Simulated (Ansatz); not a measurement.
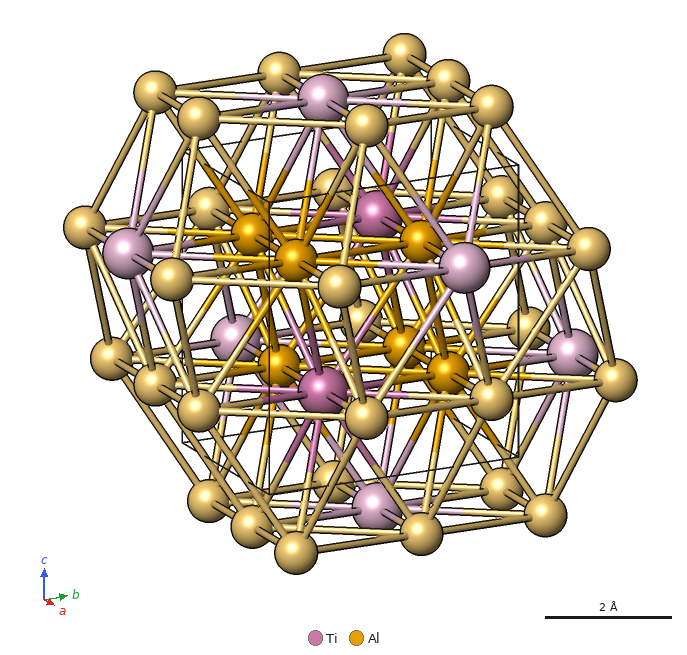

This ball-and-stick model is shown slightly off an axis. Lines trace the edges of the simulation cell. Neighbours across the faces are drawn wherever a bond reaches them, in fainter colours.

The run was set up as follows:
```yaml
crystal:
  lattice:
    - [5.5745329368, -2.89e-08, 0.0]
    - [-2.7872664434, 4.827687152, 0.0]
    - [0.0, 0.0, 4.7220182428]
  atoms:
    - { symbol: Ti, position: [0.3333333333, 0.6666666667, 0.75] }
    - { symbol: Ti, position: [0.6666666667, 0.3333333333, 0.25] }
    - { symbol: Al, position: [0.8340923875, 0.6681847751, 0.75] }
    - { symbol: Al, position: [0.1659076125, 0.3318152249, 0.25] }
    - { symbol: Al, position: [0.3318152249, 0.1659076125, 0.75] }
    - { symbol: Al, position: [0.6681847751, 0.8340923875, 0.25] }
    - { symbol: Al, position: [0.1659076125, 0.8340923875, 0.25] }
    - { symbol: Al, position: [0.8340923875, 0.1659076125, 0.75] }
basis:
  ecutwfc: 420
kpoints:
  mp_grid: { grid: [12, 12, 8] }
  band_path:
    path:
      - [[0.0, 0.0, 0.0], [0.5, 0.0, 0.0], [0.33333333, 0.33333333, 0.0], [0.0, 0.0, 0.0], [0.0, 0.0, 0.5], [0.5, 0.0, 0.5], [0.33333333, 0.33333333, 0.5], [0.0, 0.0, 0.5]]
      - [[0.5, 0.0, 0.5], [0.5, 0.0, 0.0]]
      - [[0.33333333, 0.33333333, 0.5], [0.33333333, 0.33333333, 0.0]]
    npoints: 14
hamiltonian:
  xc: pbe
scf:
  occupations: { method: gaussian, width: 0.1 }
  n_extra_bands: 20
output:
  forces: true
  stress: true
  eigenvalues: true
  populations: true
  dos: { projected: true, de: 0.02, nscf_kmesh: { grid: [15, 15, 10] } }
  bader: true
```
Run as:
```sh
ansatz run input.yaml --threads 4 --pin off --max-ram 8192MiB --backend cpu --events-out ev --progress --plain --runs-dir out
```

Theory: DFT PBE, scalar-relativistic, plane waves, PAW in Ansatz 0.2.0. Numerical settings: an energy cutoff of 420 eV, k-point mesh 12×12×8, Gaussian smearing of 0.1 eV, no spin polarisation.

Question: Give the Bader charge of each element.

Answer: Ti +0.77 e; Al -0.26 e.

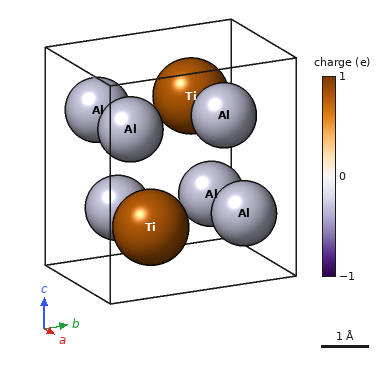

The atoms coloured by those charges.

The cell started as a structure type filled with these elements by a generator (whether the compound takes this form wasn't checked). Earlier steps of the study, as a rule a relaxation of our own, may have changed the cell and positions, so they can lie some per cent off the listed ones. It was run through Ansatz as a DFT input.
